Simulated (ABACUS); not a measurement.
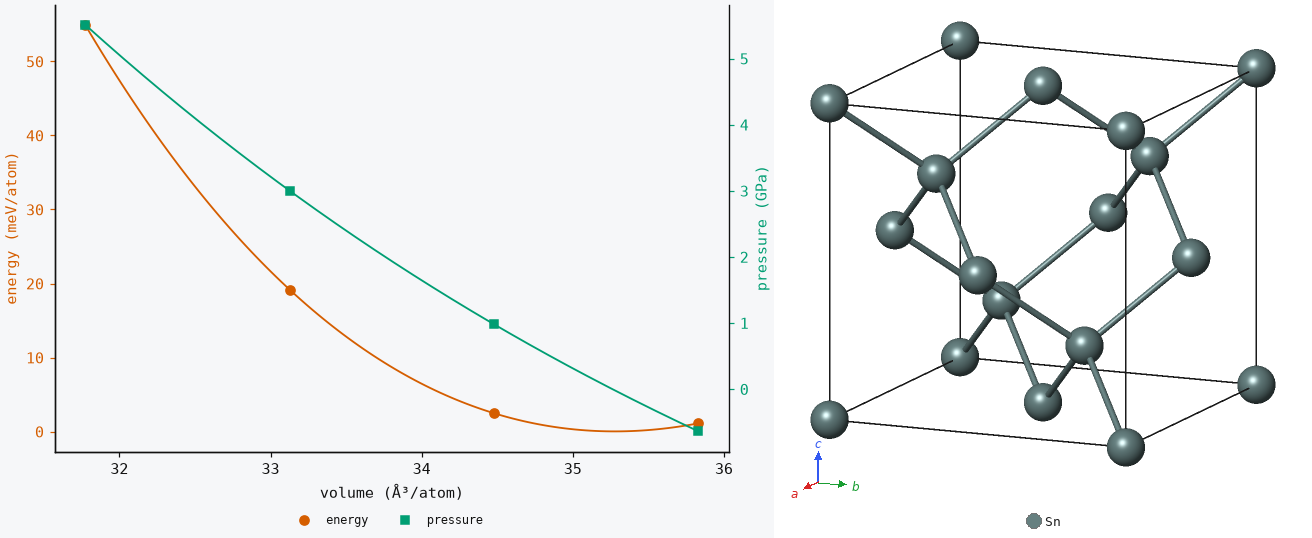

**Figure.** Energy and pressure against volume for Sn, space group Fd-3m (No. 227). The conventional cell is drawn beside the plot.

A third-order Birch–Murnaghan fit gives V0 = 35.28 Å³/atom, B0 = 41.6 GPa and B′ = 4.6. The energy falls from 54.94 meV/atom at volume 31.77 Å³/atom to 1.09 meV/atom at 35.83 Å³/atom. The pressure falls from 5.51 GPa at volume 31.77 Å³/atom to −0.64 GPa at 35.83 Å³/atom, and changes sign near 35.3 Å³/atom.

Calculation (ABACUS 3.10.1): DFT in plane waves or numerical atomic orbitals with pseudopotentials, no spin polarisation; energies at scaled volumes of the given cell, shape and fractions fixed, counted from the fit's minimum, third-order Birch-Murnaghan fit. Level: PBEsol.

- k mesh: 5×5×5
- occupations: Fermi–Dirac
- smearing width: 0.05 eV
- potentials: PseudoDojo NC SR 0.4.1 PBE standard
- wave cutoff: 993.2 eV
- density cutoff: 3973 eV
- program settings: basis pw

Cell as given: a = 4.573 Å, b = 4.573 Å, c = 4.573 Å, α = 60.00°, β = 60.00°, γ = 60.00°; 2 atoms.

Keep in mind: coarse k mesh.

Input of the run:
```
INPUT_PARAMETERS
suffix              Sn
calculation         scf
basis_type          pw
pseudo_dir          ./
latname             fcc
symmetry            1
dft_functional      pbesol
ecutwfc             73
pseudo_rcut         7
nspin               1
nbands              18
ks_solver           dav
smearing_method     fd
smearing_sigma      0.00367493
scf_thr             1e-08
scf_nmax            100
mixing_type         broyden
mixing_beta         0.7
cal_force           1
cal_stress          1
kpar                4
```

Launched with:
```bash
OMP_NUM_THREADS=1 mpirun -np 4 abacus > log
```
